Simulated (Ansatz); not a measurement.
# Nb(110) / 3 layers Li(110) / Nb(110): resistance against film thickness

Aim: what a thin film of another metal adds to the resistance, first Nb(110) / 3 layers Li(110) / Nb(110).

Method: Ansatz plane-wave DFT, PBE, PAW files; ballistic transport by layer matching (Landauer), zero bias; PAW set soft_1, in Ansatz 0.2.0.

**1. The starting structure**

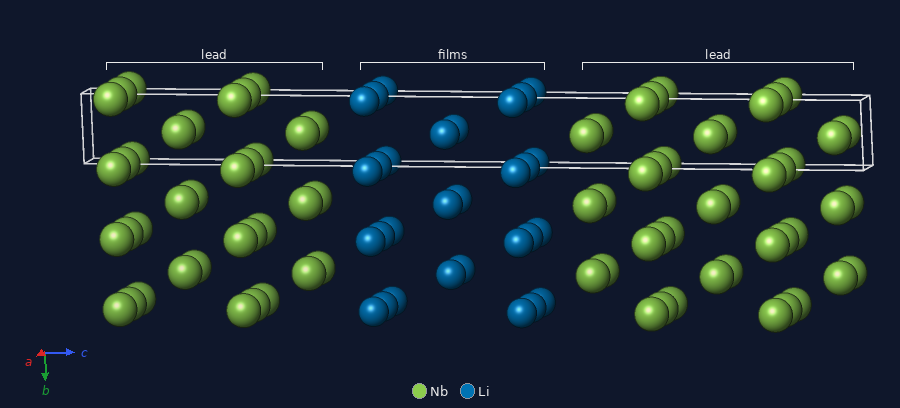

Start, viewed from the side, with the c axis across the page; niobium green, lithium blue. 2×3×1 cells are drawn. Some periodic images of atoms are drawn too.

The cell holds 12 atoms: 9 Nb and 3 Li. Cell: a = 2.863 Å, b = 2.863 Å, c = 29.433 Å, α = 90.0°, β = 90.0°, γ = 109.5°. It derives from Nb and Li. Regions: lead, 9 atoms (9 Nb); films, 3 atoms (3 Li). The structure is stacked along c, and the current runs across the ab planes.

**2. With 3 layers**

The film is laid into the lead at the lead's in-plane lattice, and the cell closes on the lead's own image. The mesh across the current, 26×26, is finer than the density's, because channels open and close sharply across the zone. Energies from -1 to 1 eV in steps of 0.036 eV cover the slope of the Fermi function at 300 K, so the program can form a conductance.

input.yaml

```yaml
crystal:
  lattice:
    - [1.65315, -2.3379071506, 0.0]
    - [1.65315, 2.3379071506, 0.0]
    - [0.0, 0.0, 29.4327318513]
  atoms:
    - { symbol: Nb, position: [0.0, 0.0, 0.0397161086] }
    - { symbol: Nb, position: [0.5, 0.5, 0.1191483259] }
    - { symbol: Nb, position: [0.0, 0.0, 0.1985805431] }
    - { symbol: Nb, position: [0.5, 0.5, 0.2780127604] }
    - { symbol: Li, position: [0.0, 0.0, 0.3652472098] }
    - { symbol: Li, position: [0.5, 0.5, 0.4602838914] }
    - { symbol: Li, position: [0.0, 0.0, 0.555320573] }
    - { symbol: Nb, position: [0.5, 0.5, 0.6425550224] }
    - { symbol: Nb, position: [0.0, 0.0, 0.7219872396] }
    - { symbol: Nb, position: [0.5, 0.5, 0.8014194569] }
    - { symbol: Nb, position: [0.0, 0.0, 0.8808516741] }
    - { symbol: Nb, position: [0.5, 0.5, 0.9602838914] }
kpoints:
  mp_grid: { grid: [14, 14, 1] }
hamiltonian:
  xc: pbe
  pseudopotentials: { kind: paw, azcp: { folder: soft_1 } }
scf:
  occupations: { method: fermi_dirac, width: 0.1 }
output:
  transmission: { leads: [[0, 1]], kmesh: [26, 26], e_range: [-1.0, 1.0], de: 0.036 }
  write_potential: true
  write_density: true
  volumetric_format: npy
  elf: true
```

Run with:

```bash
ansatz run input.yaml --threads 4 --pin off --max-ram 8192MiB --backend cpu --events-out ev --progress --plain --runs-dir out
```

Numbers of over 12 decimals in the logs are rounded to 6 here.

What it wrote:

```text
Engine: ansatz 0.2.0, aarch64-unknown-linux-gnu
Pseudopotentials: kind: paw
Pseudopotential: Nb, paw, valence charge 13, recommended cutoff 420 eV (normal), soft_1/Nb.paw.azcp
Pseudopotential: Li, paw, valence charge 3, recommended cutoff 420 eV (normal), soft_1/Li.paw.azcp
Functional definition: PBE
  parameter kappa = 0.804
  parameter beta = 0.066725
  exchange = pbe_x(kappa = kappa, mu = beta*pi^2/3)
  correlation = pbe_c(beta = beta)
Crystal: 12 atoms, lattice volume = 227.510 Å³
Basis set: ecut = 420 eV, 4445 PW (Γ)
Bands: 76, of which v1, the nominal top of the filled ones, is band 63 counted from 1 (62 counted from 0)
Symmetry: 8 space group operations
Space group: Cmmm (ITA 65), of the structure as read, at distance tolerance 6.1e-5 Å
k-points: 57 of 196
Non-local potential: Nb, projectors of the file, l = 0: 3, l = 1: 2, l = 2: 2, l = 3: 1
Non-local potential: Li, projectors of the file, l = 0: 3, l = 1: 2, l = 2: 1
PAW form: soft (Blöchl's): semilocal exchange-correlation on the pseudo side does not see the compensation charge
PAW one-centre angular grid: Nb, 590 points (default); XC on 64 Gauss nodes
PAW one-centre angular grid: Li, 110 points (default); XC on 96 Gauss nodes
Initial density: superposition of atomic densities (chi_scale 0.1, normalization cell, long waves of neutral atoms (reshape's long-wave potential 7.48 eV rms, cloud 2.92 Å wide))
Initial wavefunctions: pseudopotential atomic-orbital guess
Functional: x = pbe(κ = 0.804, μ = 0.219515), c = pbe(β = 0.066725)
SCF iter   1: F=—  HF=-41589.192174 eV  |F-HF|=—  |Δ(HF+E_count)|=         —  Δρ=7.03e-2  dr2=7.92e1  ethr=3.10e-3  ⟨swp⟩=9.0  Hψ=19597  notcnv=0
preconditioner: auto → Kerker (q_TF=auto, 2.472 Å⁻¹)  [metal: Δε(μ)=0.007 eV  Ē_g=3.615 eV  σ=0.100 eV  W_gap=0.02  n_scr=50 (ndim 8)  ℏωp=17.1 eV  f_vac=0.000  D(μ)=12.18/eV (n_scr^D=134)]
SCF iter   2: F=—  HF=-41585.792306 eV  |F-HF|=—  |Δ(HF+E_count)|=    3.40e0  Δρ=4.09e-2  dr2=2.77e1  ethr=3.10e-3  ⟨swp⟩=3.8  Hψ=9266  notcnv=0  defer=15
SCF iter   3: F=—  HF=-41584.399256 eV  |F-HF|=—  |Δ(HF+E_count)|=    1.39e0  Δρ=6.16e-3  dr2=8.58e-1  ethr=3.10e-3  ⟨swp⟩=4.7  Hψ=10504  notcnv=0  defer=16
SCF iter   4: F=—  HF=-41584.378183 eV  |F-HF|=—  |Δ(HF+E_count)|=   2.11e-2  Δρ=2.11e-3  dr2=5.14e-1  ethr=6.81e-4  ⟨swp⟩=1.8  Hψ=4895  notcnv=0  defer=14
SCF iter   5: F=—  HF=-41584.373146 eV  |F-HF|=—  |Δ(HF+E_count)|=   5.04e-3  Δρ=7.48e-4  dr2=7.34e-2  ethr=4.08e-4  ⟨swp⟩=1.1  Hψ=4367  notcnv=0  defer=13
SCF iter   6: F=—  HF=-41584.372488 eV  |F-HF|=—  |Δ(HF+E_count)|=   6.58e-4  Δρ=1.18e-4  dr2=1.65e-4  ethr=5.82e-5  ⟨swp⟩=1.0  Hψ=4343  notcnv=0  defer=13
SCF iter   7: F=—  HF=-41584.372499 eV  |F-HF|=—  |Δ(HF+E_count)|=   1.10e-5  Δρ=3.36e-5  dr2=1.10e-5  ethr=1.31e-7  ⟨swp⟩=2.0  Hψ=5001  notcnv=0  defer=13
SCF iter   8: F=—  HF=-41584.372067 eV  |F-HF|=—  |Δ(HF+E_count)|=   4.32e-4  Δρ=1.26e-5  dr2=1.97e-6  ethr=8.76e-9  ⟨swp⟩=1.8  Hψ=4616  notcnv=0  defer=13
SCF iter   9: F=—  HF=-41584.372067 eV  |F-HF|=—  |Δ(HF+E_count)|=   1.65e-7  Δρ=3.54e-6  dr2=1.60e-7  ethr=1.56e-9  ⟨swp⟩=1.7  Hψ=4508  notcnv=0  defer=13
SCF iter  10: F=-41584.372067 eV  HF=-41584.372067 eV  |F-HF|=1.03e-8  |Δ(HF+E_count)|=   2.25e-8  Δρ=1.12e-6  dr2=1.41e-8  ethr=7.94e-11  ⟨swp⟩=8.6  Hψ=11275  notcnv=0
the search or the solves at the SCF's close seem to have found levels that the self-consistency loop had missed (the run counts 1). By its estimate they hold 2.29e-9 electrons. The energies and the density leave them out; if the run goes on with those levels, later outputs use occupations computed again with them
SCF 1 converged in 10 iterations: F = -41584.372067 eV  dr2 = 1.41e-8
  greatest PAW one-centre occupation: 1.000 electrons in one spin orbital (limit 2), on the Li atom at site 6 (counted from 0), in its partial waves of l = 0
transmission: 842 of 8418 steps passed
transmission: 1684 of 8418 steps passed
[...]
transmission: 8418 of 8418 steps passed
SCF converged after 10 iterations
Free energy (F): -41584.372067 eV
Harris-Foulkes:  -41584.372067 eV  (|F-HF|=1.03e-8)
Internal energy: -41583.897278 eV  (E = F + TS)
E sigma→0 (E₀):  -41584.134672 eV
Entropy (-TS):   -0.474789 eV (-39.566 meV/atom)
Fermi energy:    12.900946 eV
--- Per-component energies (eV) ---
  E_band       = -1349.768348
  E_kinetic    = 3402.228436
  E_local      = -48596.430076  (includes V_loc(G=0)·N_el)
  E_nonlocal   = 796.109597
  E_hartree    = 22998.220352
  E_xc         = -1514.834854
  E_vxc        = -1835.830216  (∫ρ·V_xc dr)
  E_paw        = -27812.033435  (= ΣΔE_a)
  E_vpaw       = -1112.267731  (= ΣTr[D̂ρ^β])
  E_aug_tail   = 0.001135  (compensation charges beyond the density's cutoff)
  E_ewald      = 9142.841567
  E_smearing   = -0.474789  (= −TS)
  E_closure    = -0.000000  (closes the sum)
  Σ components = -41584.372067   (vs F -41584.372067, Δ=0.00e0)
--- Band table (eV; the first three rows and the last of 57) ---
  k-point 0: bands = [... 59 lower, 12.8794, 12.9309, 12.9764, 13.0761, 13.1418, 13.1759, 13.2268, 13.3406, ... 9 higher]
  k-point 1: bands = [... 59 lower, 12.7135, 12.7541, 12.9191, 12.9510, 13.0663, 13.1126, 13.2959, 13.3013, ... 9 higher]
  k-point 2: bands = [... 59 lower, 12.4554, 12.5534, 12.7197, 12.7573, 12.8689, 12.8900, 13.0065, 13.2273, ... 9 higher]
  k-point 56: bands = [... 59 lower, 13.5632, 13.7114, 14.3671, 14.3778, 14.4321, 14.4639, 14.7212, 14.8474, ... 9 higher]
--- Transmission ---
  basis      : 67 plane waves across, 46 finite elements along
  points     : 183, standing for a mesh of 26 x 26
  filling    : by the input's occupations and mesh, since the crystals that have channels conduct as metals do. If one of these is a semiconductor, that mesh has misplaced its level
  energies   : 56 from -1.000000 to 0.980000 eV about the Fermi level, 0.036000 eV apart; the leads are filled to 0.000000 eV, and channels, transmission and decay are at 0.008000 eV
  crystal 0  : Nb1, at the sites [0, 1], period 2.3379 Å, over 21.04 Å; its Hamiltonian steps by up to 4.4 meV
    offset         : up to 0.0000 Å between an atom of the period and one for which it stands
    filled         : 23.7 meV over the level at which it is neutral
    channels       : 1.826923e0 a spin
    conductance    : 1.8394e15 S/m² at 300 K; may be off by some 0.0 % by where its bands' edges are placed, 5.1 % from the k-mesh, 2.2 % from the distance to neutral
    slowest decay  : 0.0488 /Å at (-0.4231, 0.1538)
  junction   : crystal 0 to crystal 0, -0.70 to 26.40 Å
    transmission   : 2.733929e-1 a spin
    conductance    : 2.7761e14 S/m² at 300 K (3.0193e14 on every other point, 2.7688e14 on every other energy)
    error estimate : 0.3 % from the energy spacing and 0.1 % from band edges of the leads and from resonances (wavevectors taken as independent; lower de), 13.2 % from the k-mesh, 722.6 % from the steps of its leads' Hamiltonians or their offsets (lay more layers), 2.0 % from the distance to neutral
    resistance     : 3.0586e-3 Ω µm² beyond half of each lead's own
```

Elapsed: 4.9 min, on 4 threads of Arm Neoverse V2, shared host; peak memory 1.1 GiB; 17 min of CPU time.

Reading the cycles: dr2 is the Hartree energy of the density residual (eV), the measure of convergence; HF is the Harris–Foulkes estimate of the energy, which meets the free energy F at convergence.

This step gave:

* free energy: -41584.3721 eV
* energy at zero smearing: -41584.1347 eV
* Fermi energy: 12.90 eV
* cell area: 7.730 Å²
* step of the lead's potential: 4.4 meV
* ballistic conductance of the lead: 1.84e15 S/m²
* estimated errors of the lead's conductance: 0, 5.1, 2.2 % (band edges, k-mesh, distance from neutral)
* lead conductance per cell: 1.835 G₀
* conductance of the junction: 2.78e14 S/m²
* junction conductance per cell: 0.2770 G₀
* estimated errors of the junction's conductance: 0.3, 0.1, 13.2, 722.6, 2 % (energy step, band edges, k-mesh, leads' steps, distance from neutral)
* area resistance that the stack adds (contact term taken off, spin by spin): 3.059 fΩ m²

Per spin. The transmission, zone mean by energy, zero at the Fermi level:

| energy (eV) | transmission, zone mean |
| --- | --- |
| -1.000 | 0.142 |
| -0.892 | 0.118 |
| -0.784 | 0.122 |
| -0.640 | 0.152 |
| -0.532 | 0.181 |
| -0.424 | 0.220 |
| -0.316 | 0.285 |
| -0.208 | 0.353 |
| -0.172 | 0.332 |
| -0.064 | 0.287 |
| 0.008 | 0.273 |
| 0.044 | 0.269 |
| 0.152 | 0.242 |
| 0.296 | 0.235 |
| 0.404 | 0.236 |
| 0.512 | 0.231 |
| 0.620 | 0.192 |
| 0.764 | 0.179 |
| 0.872 | 0.157 |
| 0.980 | 0.143 |

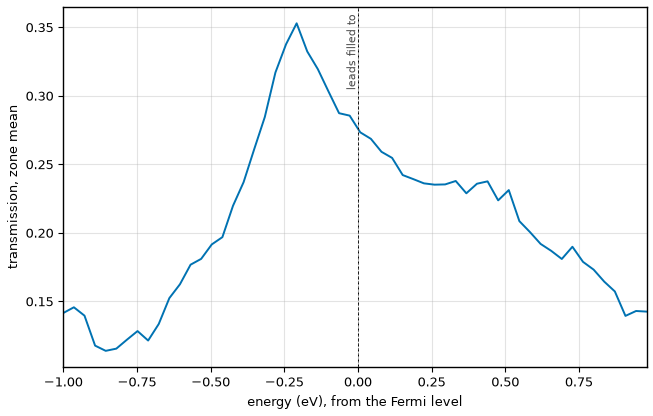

Transmission, zone mean, plotted against energy.

Per spin. Table of open channels, zone mean, lead by energy, zero at the Fermi level:

| energy (eV) | open channels, zone mean, lead |
| --- | --- |
| -1.000 | 1.37 |
| -0.892 | 1.32 |
| -0.784 | 1.23 |
| -0.640 | 1.39 |
| -0.532 | 1.37 |
| -0.424 | 1.70 |
| -0.316 | 2.01 |
| -0.172 | 2.14 |
| -0.064 | 1.94 |
| 0.008 | 1.83 |
| 0.044 | 1.76 |
| 0.152 | 1.60 |
| 0.296 | 1.26 |
| 0.404 | 1.05 |
| 0.512 | 1.00 |
| 0.620 | 0.956 |
| 0.764 | 0.932 |
| 0.872 | 0.867 |
| 0.980 | 0.790 |

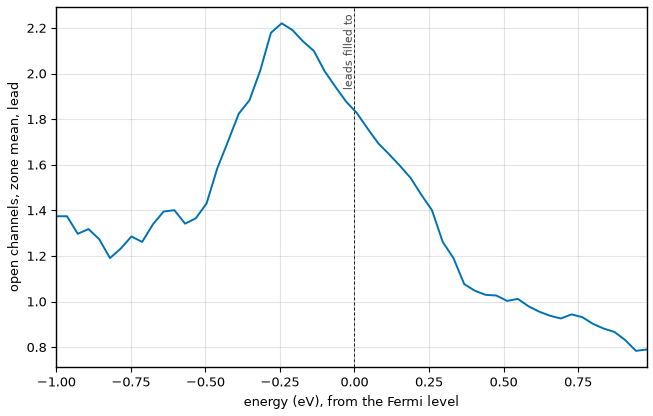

Open channels, zone mean, lead, plotted against energy.

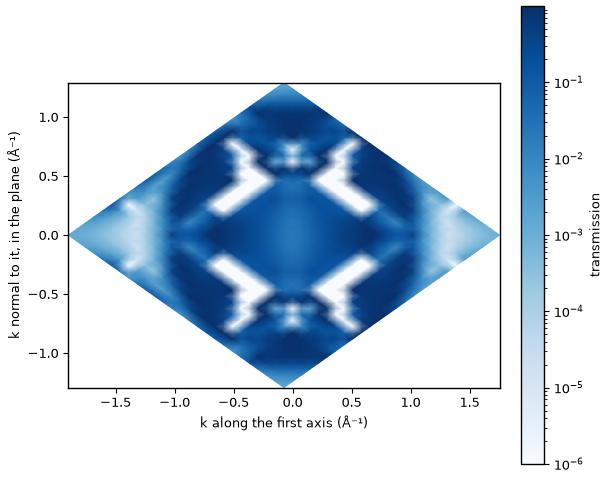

Transmission over k1 and k2. At 0.0080 eV from the Fermi level.

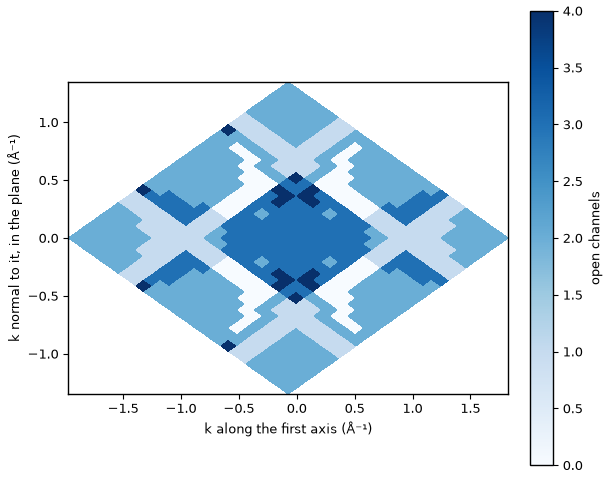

Open channels over k1 and k2. At 0.0080 eV from the Fermi level.

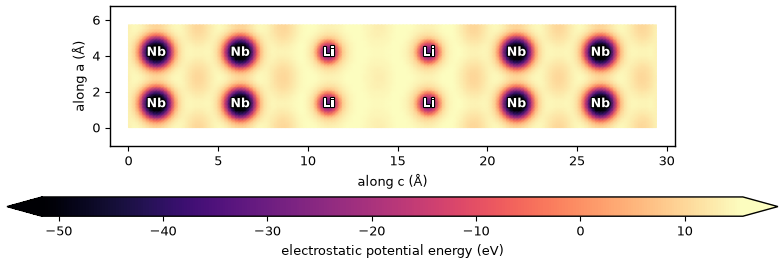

Electrostatic potential energy in the ca plane at fractional y = 0.000, with atoms of Nb and Li within 0.2 Å of it. With pseudopotentials it is smooth inside the atoms' cores, unlike the true potential. The map starts off the cell's origin, so that atoms lie inside it.

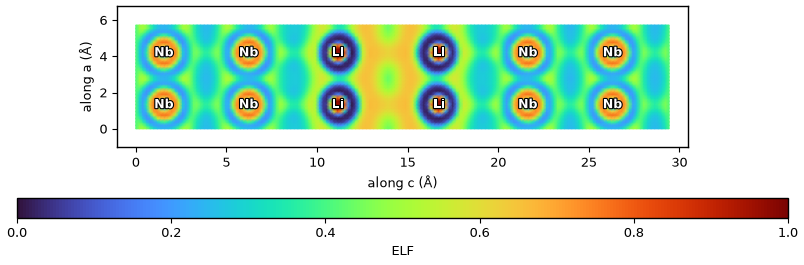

ELF in the ca plane at fractional y = 0.000, with atoms of Nb and Li within 0.2 Å of it. It is the smooth field of the valence electrons, not physical close to the nuclei. The map starts off the cell's origin, so that atoms lie inside it.

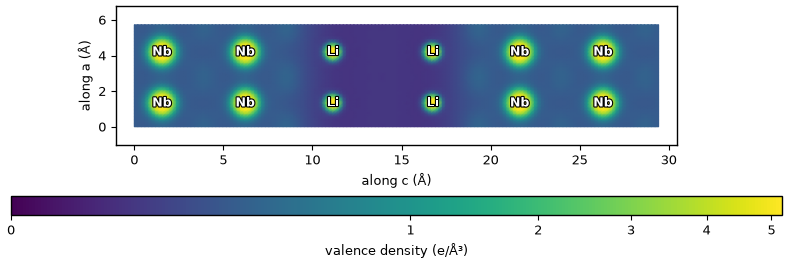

Valence density in the ca plane at fractional y = 0.000, with atoms of Nb and Li within 0.2 Å of it. It is the smooth field of the valence electrons, not physical close to the nuclei. The map starts off the cell's origin, so that atoms lie inside it. The colour scale is stretched toward low values.

The lead's potential steps by 4.4 meV from period to period, small in itself. The program estimates the junction's conductance to 13 % from the k-mesh, 2 % from the leads' distance from neutral and 723 % from their steps; more lead layers would test the latter.

By hand: 1/G − 1/G_lead = 1/0.2776 − 1/1.839 = 3.06 fΩ m² with G in 10¹⁵ S/m².

**3. With 5 layers, film layers 5**

The stack now holds 5 film layers; the k-mesh follows the cell, and the energies span -0.27 to 0.27 eV.

System of this step: Nb(110) / 5 layers Li(110) / Nb(110). The cell holds 14 atoms: 9 Nb and 5 Li. Cell: a = 2.863 Å, b = 2.863 Å, c = 35.027 Å, α = 90.0°, β = 90.0°, γ = 109.5°. It derives from Nb and Li. Regions: lead, 9 atoms (9 Nb); films, 5 atoms (5 Li). The structure is stacked along c, and the current runs across the ab planes.

input.yaml

```yaml
crystal:
  lattice:
    - [1.65315, -2.3379071506, 0.0]
    - [1.65315, 2.3379071506, 0.0]
    - [0.0, 0.0, 35.0271101816]
  atoms:
    - { symbol: Nb, position: [0.0, 0.0, 0.0333728238] }
    - { symbol: Nb, position: [0.5, 0.5, 0.1001184713] }
    - { symbol: Nb, position: [0.0, 0.0, 0.1668641189] }
    - { symbol: Nb, position: [0.5, 0.5, 0.2336097664] }
    - { symbol: Li, position: [0.0, 0.0, 0.3069115074] }
    - { symbol: Li, position: [0.5, 0.5, 0.3867693418] }
    - { symbol: Li, position: [0.0, 0.0, 0.4666271762] }
    - { symbol: Li, position: [0.5, 0.5, 0.5464850107] }
    - { symbol: Li, position: [0.0, 0.0, 0.6263428451] }
    - { symbol: Nb, position: [0.5, 0.5, 0.6996445861] }
    - { symbol: Nb, position: [0.0, 0.0, 0.7663902336] }
    - { symbol: Nb, position: [0.5, 0.5, 0.8331358811] }
    - { symbol: Nb, position: [0.0, 0.0, 0.8998815287] }
    - { symbol: Nb, position: [0.5, 0.5, 0.9666271762] }
kpoints:
  mp_grid: { grid: [14, 14, 1] }
hamiltonian:
  xc: pbe
  pseudopotentials: { kind: paw, azcp: { folder: soft_1 } }
scf:
  occupations: { method: fermi_dirac, width: 0.1 }
output:
  transmission:
    leads: [[0, 1]]
    kmesh: [26, 26]
    e_range: [-0.27, 0.27]
    de: 0.036
  write_potential: true
  write_density: true
  volumetric_format: npy
```

What it wrote:

```text
[...]
Crystal: 14 atoms, lattice volume = 270.753 Å³
Basis set: ecut = 420 eV, 5299 PW (Γ)
Bands: 80, of which v1, the nominal top of the filled ones, is band 66 counted from 1 (65 counted from 0)
Symmetry: 8 space group operations
[...]
k-points: 57 of 196
[...]
--- Transmission ---
  basis      : 67 plane waves across, 53 finite elements along
  points     : 183, standing for a mesh of 26 x 26
[...]
filled         : 24.4 meV over the level at which it is neutral
    channels       : 1.803254e0 a spin
[...]
slowest decay  : 0.0588 /Å at (-0.4231, 0.1538)
  junction   : crystal 0 to crystal 0, -0.70 to 31.99 Å
    transmission   : 2.707016e-1 a spin
[...]
resistance     : 3.1427e-3 Ω µm² beyond half of each lead's own
[key lines of the parts left out:]
SCF converged after 10 iterations
Free energy (F): -41993.694500 eV
Fermi energy:    10.973769 eV
```

Wall time 2.8 min (4 threads); peak memory 1.2 GiB.

This step gave:

| Property | Result |
| --- | --- |
| free energy | -41993.6945 eV |
| energy at zero smearing | -41993.4423 eV |
| Fermi energy | 10.97 eV |
| step of the lead's potential | 5 meV |
| lead conductance per cell | 1.834 G₀ |
| conductance of the junction | 2.71e14 S/m² |
| junction conductance per cell | 0.2706 G₀ |
| estimated errors of the junction's conductance | 0.2, 0.1, 14.6, 92.4, 1.1 % (energy step, band edges, k-mesh, leads' steps, distance from neutral) |
| area resistance that the stack adds (contact term taken off, spin by spin) | 3.143 fΩ m² |

Per spin. Transmission, zone mean against energy, zero at the Fermi level:

| energy (eV) | transmission, zone mean |
| --- | --- |
| -0.270 | 0.307 |
| -0.234 | 0.308 |
| -0.198 | 0.315 |
| -0.162 | 0.310 |
| -0.126 | 0.301 |
| -0.090 | 0.291 |
| -0.054 | 0.270 |
| -0.018 | 0.272 |
| 0.018 | 0.271 |
| 0.054 | 0.266 |
| 0.090 | 0.252 |
| 0.126 | 0.247 |
| 0.162 | 0.239 |
| 0.198 | 0.236 |
| 0.234 | 0.220 |
| 0.270 | 0.209 |

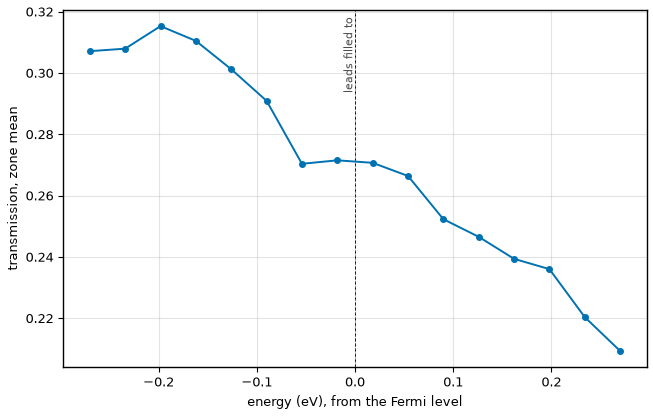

Transmission, zone mean against energy.

The conductance of the junction is 2.7e14 S/m², 2.3 % under the 2.8e14 S/m² of the last finished run, within the error estimates, leads' steps apart, of 13 and 15 %. The estimate from the leads' steps, 92 %, is larger still.

[end of part 1 of 2]

[Logs are printed without paths, hosts, clocks, repeated set-up lines and the standing remarks that a program may print on its own settings, such as how far it seeks lower states.]

[Hosts, paths, dates, database ids (printed as entryN), source tags and the programs' standing remarks are cut or masked in the printed files.]
